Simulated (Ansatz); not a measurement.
Input file:

```
crystal:
  lattice:
    - [1.6840203597, -5.5187135412, 0.0]
    - [1.6840203597, 5.5187135412, 0.0]
    - [0.0, 0.0, 4.3405568769]
  atoms:
    - { symbol: Sc, position: [0.8396910069, 0.1603089931, 0.25] }
    - { symbol: Sc, position: [0.1603089931, 0.8396910069, 0.75] }
    - { symbol: Al, position: [0.5698180664, 0.4301819336, 0.25] }
    - { symbol: Al, position: [0.4301819336, 0.5698180664, 0.75] }
basis:
  ecutwfc: 500
kpoints:
  mp_grid: { grid: [14, 14, 12] }
hamiltonian:
  xc: r2scan
scf:
  occupations: { method: gaussian, width: 0.15 }
output:
  forces: true
  stress: true
  eigenvalues: true
  write_density: true
  write_potential: true
  elf: true
  volumetric_format: npy
```

Run with:

```sh
ansatz run input.yaml --threads 2 --pin off --max-ram 5120MiB --backend cpu --events-out ev --progress --plain --runs-dir out
```

Below, planes, directions and counts refer to the conventional cell (a = 3.37 Å, b = 11.04 Å, c = 4.34 Å, α = 90.00°, β = 90.00°, γ = 90.00°).

Space group Cmcm; a structure from a database of computed crystals, not necessarily the ambient phase.

Level of theory: Ansatz 0.2.0, DFT r2SCAN, scalar-relativistic, plane waves, PAW.

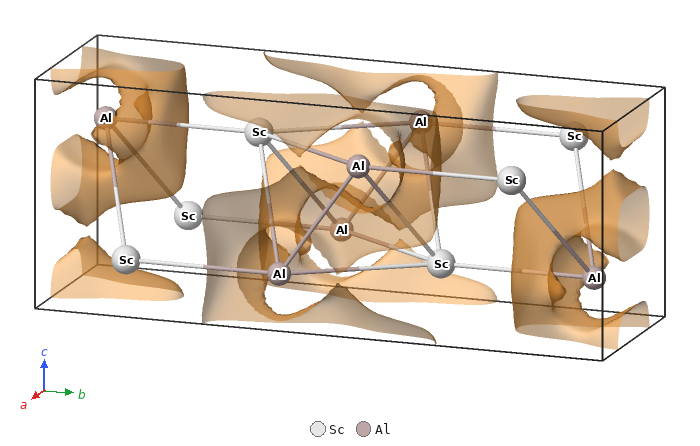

ScAl. Isosurface of the ELF at 0.65 (orange), seen slightly off an axis. Only the valence region is drawn (cores and ρ < 0.01 e/Å³ removed). Sticks mark near contacts.

In a PAW calculation such maps are meaningful between the atoms, not at the nuclei.

### Identify the bonds, lone pairs and shells in this picture.

At this value the surface marks out channels that run through the cell in one direction, counted in one cell of 8 atoms. Any copies at cell faces, edges or corners count once. Along the contacts the grid gives the following. Al–Al (2.66 Å): the ELF peaks at about 0.80 between the atoms. Sc–Al (2.92 Å): the ELF peaks at about 0.65 in the valence shell of Al, 1.1 Å from its nucleus, and is about 0.35 at the midpoint.
